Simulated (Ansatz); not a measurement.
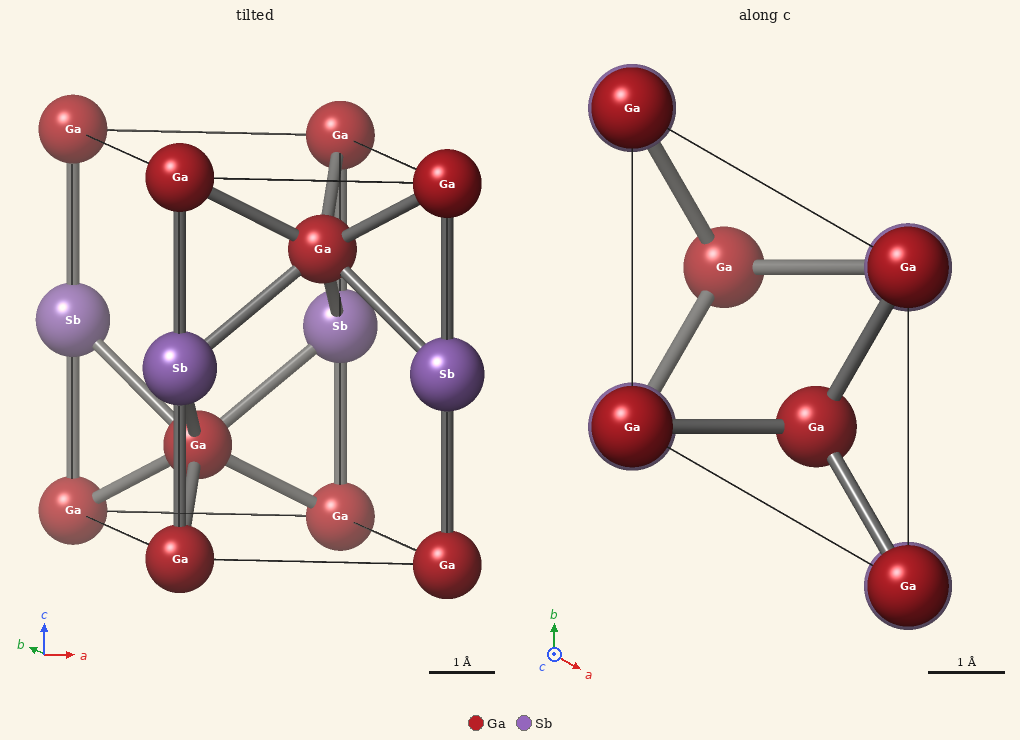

This ball-and-stick model is shown slightly off an axis and along the c axis. Lines trace the edges of the conventional unit cell. Cell: a = 4.20 Å, b = 4.20 Å, c = 6.07 Å, α = 90.00°, β = 90.00°, γ = 120.00°.

The model was built from a random cell made by a generator, so it need not be a real form of the compound. Earlier steps of the study, as a rule a relaxation of our own, may have changed the cell and positions, so they can lie some per cent off the listed ones. An electronic-structure calculation with Ansatz was run on it.

### Describe the crystal.

The material is Ga₃Sb. It is primitive hexagonal, space group P-3m1 (No. 164). Atoms per cell: 4 (3 Ga, 1 Sb). Sb bonds to eight Ga at about 3.0 Å. Ga takes two kinds of site: 2d with three Ga and three Sb in a distorted trigonal prismatic arrangement (about 2.8 Å to Ga, 3.0 Å to Sb); 1a with six Ga and two Sb in a distorted cubic arrangement (about 2.8 Å to Ga, 3.0 Å to Sb). The bonds build a three-dimensional framework.

Level of theory: DFT PBE, scalar-relativistic, plane waves, PAW in Ansatz. Settings were an energy cutoff of 420 eV, a 12×12×8 sampling of the Brillouin zone, Gaussian smearing of 0.1 eV, no spin polarisation.

### What is the band gap, if any?

A metal: bands cross the Fermi level.

### What are the atomic charges by Bader's partition?

Ga -0.01 to +0.12 e; Sb -0.24 e.

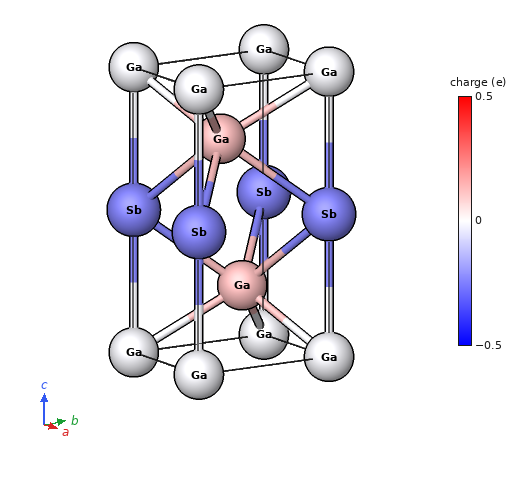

The atoms coloured by those charges. The run's cell of 4 atoms is drawn.

### Has the structure come to rest?

Yes. All forces vanish to within 0.01 eV/Å. The pressure is 0.0 GPa, close to zero.
